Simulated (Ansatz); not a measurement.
Cr (Fm-3m, No. 225): a calculation's starting geometry; the starting structure was generated, so it need not be a known form of this composition.

```cif
data_structure
_symmetry_space_group_name_H-M 'Fm-3m'
_symmetry_Int_Tables_number 225
_cell_length_a 3.5806
_cell_length_b 3.5806
_cell_length_c 3.5806
_cell_angle_alpha 90.000
_cell_angle_beta 90.000
_cell_angle_gamma 90.000
_cell_volume 45.91
loop_
_atom_site_label
_atom_site_type_symbol
_atom_site_symmetry_multiplicity
_atom_site_Wyckoff_symbol
_atom_site_fract_x
_atom_site_fract_y
_atom_site_fract_z
_atom_site_occupancy
Cr1 Cr 4 a 0.00000 0.00000 0.00000 1
```

> What will a HAADF-like image along [211] show? Simulation: incoherent imaging, intensity Z^1.7 per atom, probe width 0.87 Å, thin sample. The probe carries 15 % of its weight in a tail 2.5 times as wide. Shot noise and the speckle of an amorphous layer were added.

The columns repeat on a rectangular net of 1.27 × 2.07 Å (plane group p2mm). All columns are alike (Cr). The shortest distance between visible columns is 1.27 Å in projection. Along the beam the structure repeats every 4.39 Å.

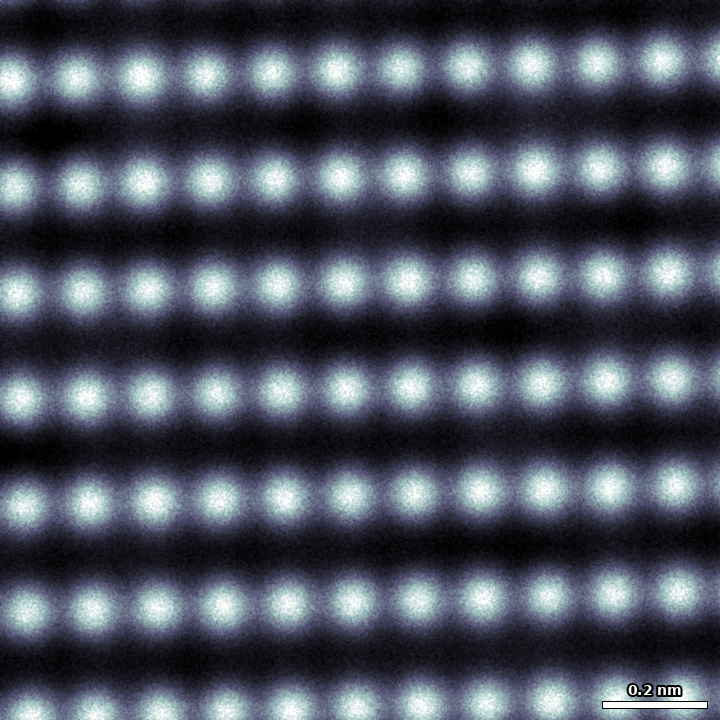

The simulated image.
